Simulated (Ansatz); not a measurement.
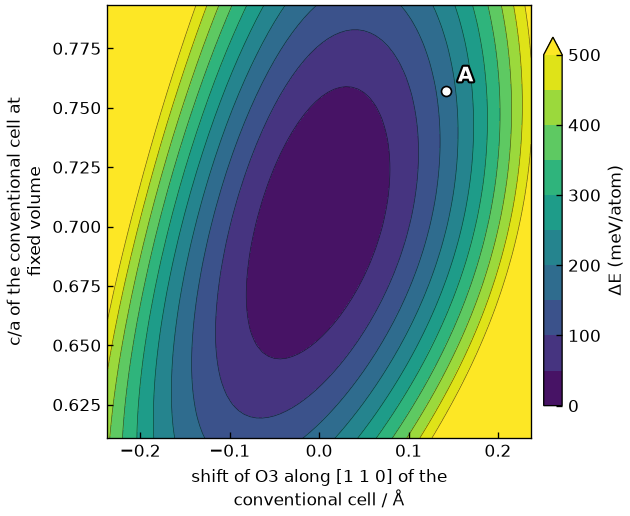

IrO2 (P4_2/mnm, No. 136; 6 atoms in the cell). The energy is mapped over a free internal coordinate and the cell. Coordinates scanned: (1) shift of O3 along [1 1 0] of the conventional cell, Cartesian (0.71 0.71 0), its symmetry partners moved as symmetry demands (measured in the relaxed cell); (2) c/a of the conventional cell at fixed volume. Nothing is relaxed (all other coordinates fixed). The scan uses an 11 × 11 grid. Points are written as (first, second). All energies are given in meV/atom relative to the lowest grid point. The runs have no spin polarisation; a magnetic state may lie lower. The calculation used Ansatz 0.2.0, DFT PBE, scalar-relativistic, plane waves, PAW. Settings: cutoff 520 eV, k-mesh 10×10×12 in the order of the run's cell vectors, gaussian smearing 0.15 eV, no spin polarisation.

In the figure: filled contours, one colour for all values above the top of the scale, the point A. Between grid points the surface is interpolated.

> Which way does the force act at A, and how strong is it?

A, at (0.142 Å, 0.757), is not a stationary point. The computed force is 2300 meV/atom for each Å towards smaller values of the first coordinate and 830 meV/atom for each unit towards smaller values of the second coordinate.

PAW datasets: the set soft_1.
